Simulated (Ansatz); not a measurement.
# TaN: 8 runs along one coordinate

System: TaN (Cm, 2 atoms in the cell).
Method: DFT PBEsol, scalar-relativistic, plane waves, PAW, no spin polarisation (Ansatz 0.2.0).

The 8 runs differ only in the geometry, by a shift of atoms along one path in a fixed cell. The shift s is measured from run 5: Ta1 moves along the Cartesian direction (0.00, −0.76, −0.65). The structure derives from an entry of the Crystallography Open Database.

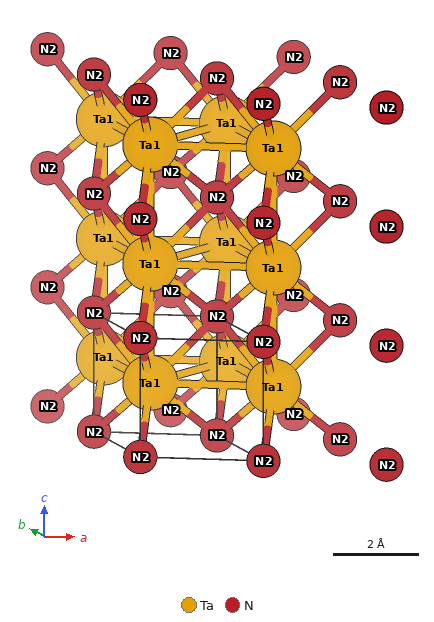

Figure 1. The structure of run 5 (ball-and-stick view of the cell of the calculation, repeated 2 × 2 × 3, seen slightly off an axis; atoms are numbered from 1 in the order of the input). An atom can appear more than once, as a periodic image.

**Input of run 5**
```yaml
crystal:
  lattice:
    - [2.9379988584, 0.0, 0.0]
    - [-1.4689994292, 2.5443816477, 0.0]
    - [0.0, 0.0, 2.883]
  atoms:
    - { symbol: Ta, position: [0.3295897449, 0.6591794897, 0.4943846173] }
    - { symbol: "N", position: [0.0, 0.0, 0.0] }
basis:
  ecutwfc: 420
kpoints:
  mp_grid: { grid: [18, 18, 16] }
hamiltonian:
  xc: pbesol
scf:
  occupations: { method: gaussian, width: 0.15 }
output:
  forces: true
  stress: true
  eigenvalues: true
```

Command:
```bash
ansatz run input.yaml --threads 1 --pin off --max-ram 2560MiB --backend cpu --events-out ev --progress --plain --runs-dir out
```

Lattice vectors (Å) and fractional positions of run 5:
```
   2.937999    0.000000    0.000000
  -1.468999    2.544382    0.000000
   0.000000    0.000000    2.883000
Ta  0.329590  0.659179  0.494385
N   0.000000  0.000000  0.000000
```

Run 4 differs from it as follows:
```diff
-    - { symbol: Ta, position: [0.3295897449, 0.6591794897, 0.4943846173] }
+    - { symbol: Ta, position: [0.3370769218, 0.6741538436, 0.5056153827] }
```

**Results, with one run withheld**

| run | shift s of Ta1 (Å) | free energy per atom, from the lowest run given (meV) | pressure (GPa) | force along the path (eV/Å) |
| --- | --- | --- | --- | --- |
| 1 | −0.1250 | 30.88 | −3.23 | 1.317 |
| 2 | −0.1000 | 16.48 | −3.94 | 0.988 |
| 3 | −0.0750 | 6.18 | −4.45 | 0.660 |
| 4 | −0.0500 | ? | ? | ? |
| 5 | 0.0000 | 0.00 | −4.76 | −0.335 |
| 6 | 0.0250 | 6.31 | −4.44 | −0.675 |
| 7 | 0.0500 | 16.92 | −3.90 | −1.024 |
| 8 | 0.0625 | 23.88 | −3.55 | −1.203 |

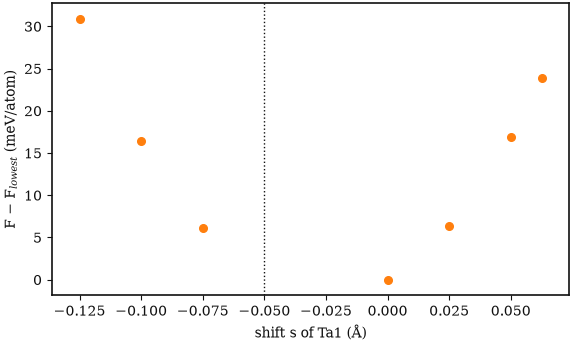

Figure 2. Free energy per atom of the runs given; the dotted line marks run 4.

What should run 4 give?

A cubic polynomial in the coordinate, fitted to the 7 runs given, misses them by at most 0.02 meV per atom. With x = s + 0.0232, it reads F = −2.115 + 12.363 x + 3352.5 x² + 471.4 x³ (meV per atom). At run 4 it gives −0.05 meV per atom, and the run itself gives −0.02. The slope of the fit gives a force −dF/ds of 0.333 eV/Å along the path (summed over the atoms that move), and the printed forces give 0.331 eV/Å. The fit has its minimum at s = −0.0250 Å.

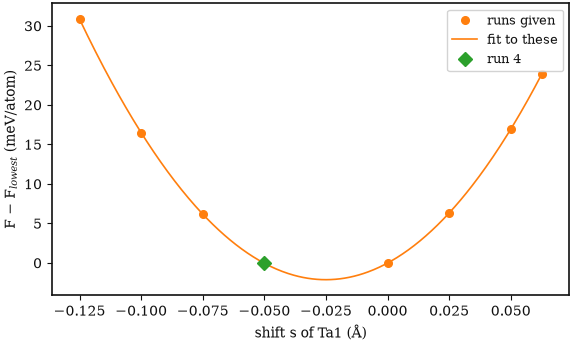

Figure 3. The fit and the withheld run.

**Output, shortened to warnings, some set-up lines, iterations and results (run 4)**
```
Basis set: ecut = 420 eV, 405 PW (Γ), exchange–correlation on 40×40×40 points (8 copies of the dense FFT grid, shifted against one another)
Symmetry: 2 space group operations
k-points: 1379 of 5184 (time reversal used)
Initial density: superposition of atomic densities (neutral atoms: chi_scale 0, normalization atom), corrected by the library's trained network
[...]
SCF iter   1: F=—  HF=-10187.647796 eV  |F-HF|=—  |Δ(HF+E_count)|=         —  Δρ=1.71e-2  dr2=6.00e-2  ethr=1.77e-3  ⟨swp⟩=5.2  Hψ=87983  notcnv=0
SCF iter   2: F=—  HF=-10187.641196 eV  |F-HF|=—  |Δ(HF+E_count)|=   6.60e-3  Δρ=1.03e-2  dr2=2.54e-2  ethr=3.33e-4  ⟨swp⟩=1.0  Hψ=28959  notcnv=0
SCF iter   3: F=—  HF=-10187.635696 eV  |F-HF|=—  |Δ(HF+E_count)|=   5.50e-3  Δρ=1.07e-3  dr2=1.49e-4  ethr=1.41e-4  ⟨swp⟩=2.1  Hψ=22480  notcnv=0
SCF iter   4: F=—  HF=-10187.635628 eV  |F-HF|=—  |Δ(HF+E_count)|=   6.81e-5  Δρ=2.22e-4  dr2=6.73e-6  ethr=8.29e-7  ⟨swp⟩=2.0  Hψ=28629  notcnv=0
SCF iter   5: F=—  HF=-10187.635639 eV  |F-HF|=—  |Δ(HF+E_count)|=   1.19e-5  Δρ=1.87e-5  dr2=3.65e-8  ethr=3.74e-8  ⟨swp⟩=2.3  Hψ=25324  notcnv=0
SCF iter   6: F=-10187.635639 eV  HF=-10187.635639 eV  |F-HF|=7.26e-10  |Δ(HF+E_count)|=   1.25e-9  Δρ=4.01e-6  dr2=1.76e-9  ethr=2.03e-10  ⟨swp⟩=2.3  Hψ=67310  notcnv=0
SCF 1 converged in 6 iterations: F = -10187.635639 eV  dr2 = 1.76e-9
SCF converged after 6 iterations
Free energy (F): -10187.635639 eV
Harris-Foulkes:  -10187.635639 eV  (|F-HF|=7.26e-10)
Internal energy: -10187.634955 eV  (E = F + TS)
E sigma→0 (E₀):  -10187.635297 eV
Entropy (-TS):   -0.000685 eV (-0.342 meV/atom)
Fermi energy:    20.047804 eV
--- Per-component energies (eV) ---
  E_band       = -54.449742
  E_kinetic    = 498.879762
  E_local      = -604.877549  (includes V_loc(G=0)·N_el)
  E_nonlocal   = 62.489344
  E_hartree    = 202.828521
  E_xc         = -277.911372
  E_vxc        = -281.677463  (∫ρ·V_xc dr)
  E_paw        = -8395.322325  (= ΣΔE_a)
  E_vpaw       = -134.920710  (= ΣTr[D̂ρ^β])
  E_aug_tail   = 0.000193  (compensation charges beyond the density's cutoff)
  E_ewald      = -1673.963273
  E_core_change = 0.241745  (= ΣΔE_core)
  E_smearing   = -0.000685  (= −TS)
  E_closure    = 0.000000  (closes the sum)
  Σ components = -10187.635639   (vs F -10187.635639, Δ=0.00e0)
--- Forces (eV/Å), atoms counted from 1 ---
  atom   1  Ta     0.00000000    -0.24393435    -0.22385563
  atom   2  N      0.00000000     0.24393625     0.22388646
  max |Σ_I F_I| component: 3.08e-5 eV/Å
--- Stress (GPa, compression-positive) ---
       -4.503115       0.000000       0.000000
        0.000000      -4.911720       0.109885
        0.000000       0.109885      -4.871153
  P = ⅓ Tr σ = -4.7620 GPa (-47.620 kbar)
```

Notes: Spin–orbit coupling is left out, which matters for Ta.
